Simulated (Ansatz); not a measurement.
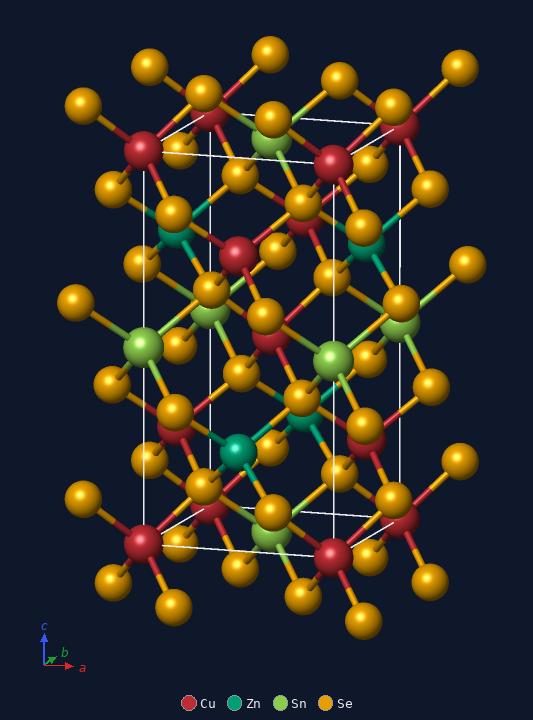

Ball-and-stick drawing of the structure, looking slightly off an axis. One conventional unit cell is outlined, and atoms on its boundary appear in each equivalent place. Atoms of adjacent cells appear where they bond to atoms in the box.

ZnCu2SnSe4, space group I-4 (No. 82), a = 5.699 Å, b = 5.699 Å, c = 11.384 Å, α = 90.00°, β = 90.00°, γ = 90.00°. Its origin is a structure type filled with these elements by a generator (whether the compound takes this form wasn't checked). Earlier steps of the study may have refined or changed the cell and positions. An electronic-structure calculation with Ansatz was run on it.

This one geometry was computed with Ansatz (DFT, plane waves, PAW) at three levels of theory: HSE06, PBE0 and r2SCAN. It was relaxed beforehand with r2SCAN.

**How does the band gap change with the level of theory?**

r2SCAN: a gap of 0.08 eV, direct; HSE06: a gap of 0.78 eV, direct; PBE0: a gap of 1.39 eV, direct.

**Collect the results in a table.**

| level | cutoff (eV) | k-mesh of the run's cell | gap (eV) | pressure (GPa) |
| --- | --- | --- | --- | --- |
| HSE06 | 420 | 4×4×4 | 0.78 | 0.6 |
| PBE0 | 420 | 4×4×4 | 1.39 | 0.4 |
| r2SCAN | 500 | 6×6×6 | 0.08 | 0.0 |

Gaps are taken on the k-mesh or band path of each run.
